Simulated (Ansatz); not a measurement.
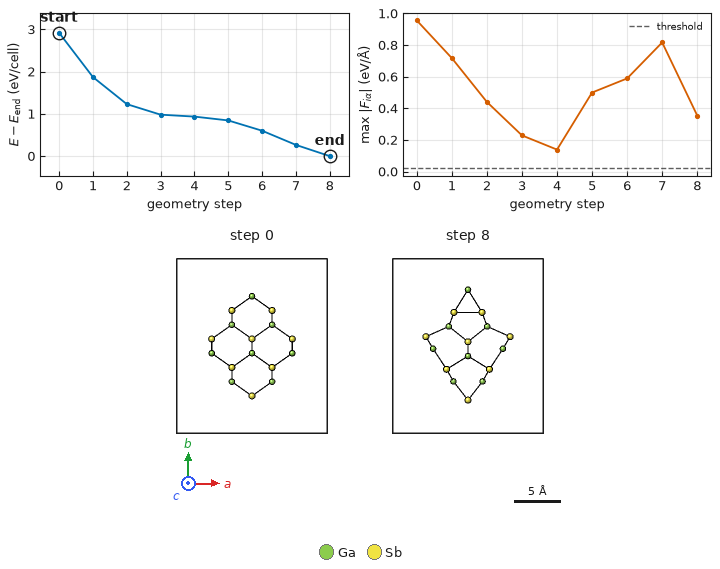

First and last geometry of a relaxation of a wire of composition GaSb, with the history of the run. A ball-and-stick model of the 2 repeat of the cell, with the vacuum cut short, seen along the c axis.

Case: wire along [1 1 0], 16 atoms a period.

Level of theory: DFT PBE, scalar-relativistic, plane waves, PAW in Ansatz 0.2.0.

Input
```yaml
crystal:
  lattice:
    - [17.8, 0.0, 0.0]
    - [0.0, 20.2, 0.0]
    - [0.0, 0.0, 4.3938492984]
  atoms:
    - { symbol: Ga, position: [0.5, 0.7691639163, 0.0], spin: 0.3 }
    - { symbol: Ga, position: [0.5, 0.461548012, 0.0], spin: 0.3 }
    - { symbol: Sb, position: [0.5, 0.538451988, 0.5], spin: 0.3 }
    - { symbol: Sb, position: [0.5, 0.2308360837, 0.5], spin: 0.3 }
    - { symbol: Ga, position: [0.3765772669, 0.6153559641, 0.5], spin: 0.3 }
    - { symbol: Ga, position: [0.3765772669, 0.3077400598, 0.5], spin: 0.3 }
    - { symbol: Sb, position: [0.6234227331, 0.6922599402, 0.0], spin: 0.3 }
    - { symbol: Sb, position: [0.6234227331, 0.3846440359, 0.0], spin: 0.3 }
    - { symbol: Ga, position: [0.6234227331, 0.6153559641, 0.5], spin: 0.3 }
    - { symbol: Ga, position: [0.6234227331, 0.3077400598, 0.5], spin: 0.3 }
    - { symbol: Sb, position: [0.3765772669, 0.6922599402, 0.0], spin: 0.3 }
    - { symbol: Sb, position: [0.3765772669, 0.3846440359, 0.0], spin: 0.3 }
    - { symbol: Ga, position: [0.2531545338, 0.461548012, 0.0], spin: 0.3 }
    - { symbol: Ga, position: [0.7468454662, 0.461548012, 0.0], spin: 0.3 }
    - { symbol: Sb, position: [0.2531545338, 0.538451988, 0.5], spin: 0.3 }
    - { symbol: Sb, position: [0.7468454662, 0.538451988, 0.5], spin: 0.3 }
basis:
  ecutwfc: 420
kpoints:
  mp_grid: { grid: [1, 1, 12] }
hamiltonian:
  xc: pbe
scf:
  occupations: { method: gaussian, width: 0.05 }
  lower_state_search: "off"
output:
  forces: true
  stress: true
  eigenvalues: true
  populations: true
  write_density: true
  write_potential: true
  elf: true
  volumetric_format: npy
magnetization:
  spin_polarized: true
relax:
  adjacent_minimum: "off"
  f_tol: 0.02
  max_steps: 45
  cell: { fix: [a, b, alpha, beta, gamma], stress_tol: 0.03 }
```

Run as
```bash
ansatz run input.yaml --threads 4 --pin off --max-ram 11264MiB --backend cpu --events-out ev --progress --plain --runs-dir out
```

What do the curves and the structures tell?

The run was cut off at its time limit before the relaxation converged, so the last structure is only a point on the way. The largest moves relative to the layer's centre, 0.76 Å, are those of Ga13 and Ga14. Largest moves by element: Ga 0.76 Å, Sb 0.70 Å. Along the periodic axis the drawn cell goes c 8.788 → 8.620 Å (−1.9 %). Among the contacts that change: Sb7–Sb11 4.394 → 3.061 Å, Ga1–Sb11 2.691 → 2.913 Å, Sb4–Ga10 2.691 → 2.582 Å, Ga2–Sb12 2.691 → 2.745 Å. Among the angles between lasting bonds that change: Sb7–Ga1–Sb11 109.5° → 63.4°, Ga6–Sb4–Ga10 109.5° → 75.8°, Ga9–Sb16–Ga14 109.5° → 86.1°. Over 8 geometry steps the energy falls by 2.919 eV per cell of the calculation. The largest force component goes from 0.96 to 0.35 eV/Å. The program noted that the starting moments weren't kept.
